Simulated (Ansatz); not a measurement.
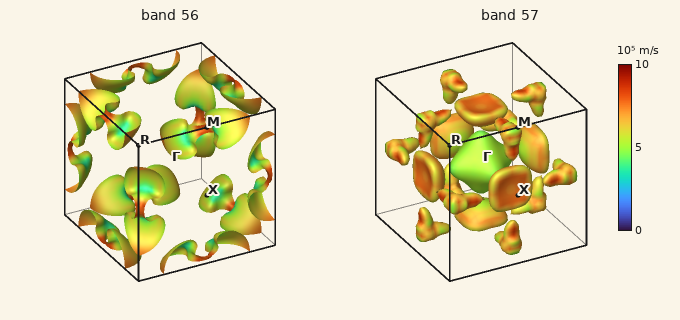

Fermi surface of W in space group Pm-3n, coloured by the Fermi speed.

Computed with DFT PBE, scalar-relativistic, plane waves, PAW; levels and slopes on a dense k mesh at the converged density (Ansatz 0.2.0). No spin polarisation. The levels come from a k mesh of 22×22×22 points. Unrelaxed database geometry.

Question: How fast are the electrons on each sheet?

Answer: Band 56: 3.9 to 8.2 × 10⁵ m/s over most of the sheet, 5.7 × 10⁵ m/s on average over states. Band 57: 5.0 to 7.7 × 10⁵ m/s over most of the sheet, 6.2 × 10⁵ m/s on average over states.

Question: Which of these bands adds most to the density of states at the Fermi level?

Answer: Band 57, with 1.4 of 2.4 states/eV per cell.

Spin-orbit coupling is left out; with W it can split, shift or remove sheets.
